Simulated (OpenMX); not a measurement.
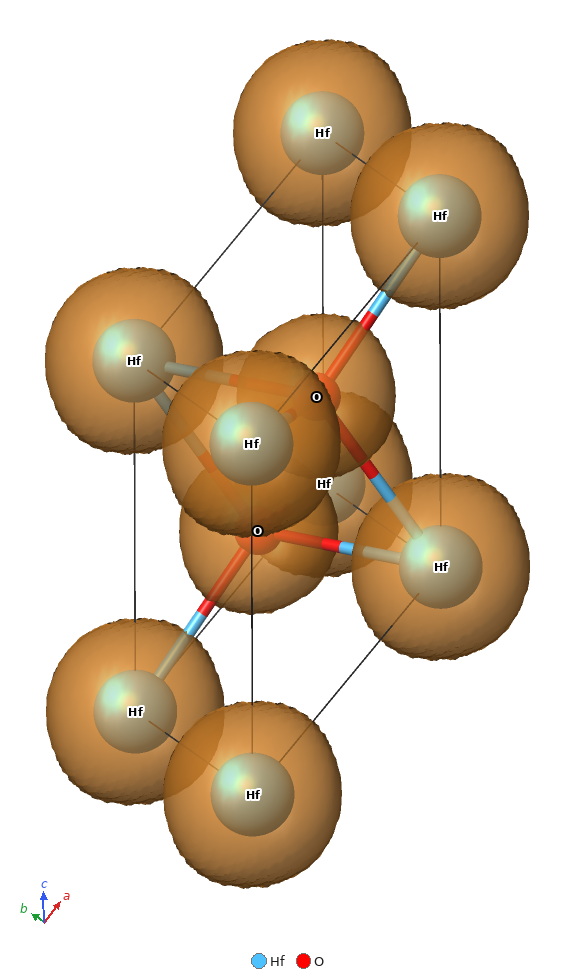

HfO2. Isosurface of the valence electron density at 0.8 e/Å³ (orange), seen slightly off an axis. Sticks mark near contacts.

Space group P-1; changed on purpose from its base cell (cell strained at random at fixed volume); computed pressure about −21 GPa in this cell; spin-polarised.

Theory: Kohn-Sham DFT of a periodic cell, LDA, OpenMX 2013 LDA set in OpenMX 3.8.5.

In a pseudopotential calculation such maps are meaningful between the atoms, not at the nuclei.

> What does this surface tell about the bonding?

At this value the density breaks into separate islands; it holds about 70 % of the electrons treated as valence. It bridges none of the near contacts. It is pinched off along the shortest Hf–O (2.18 Å) and Hf–O (2.24 Å) contacts. On the grid the lowest density along these lines, outside the cores, is 0.51 e/Å³ (Hf–O, 2.18 Å) and 0.45 e/Å³ (Hf–O, 2.24 Å).

> Does the calculation give a band gap?

It is gapped, with a Kohn–Sham gap of 3.5 eV on the k-point mesh, an upper bound to the gap of this method.
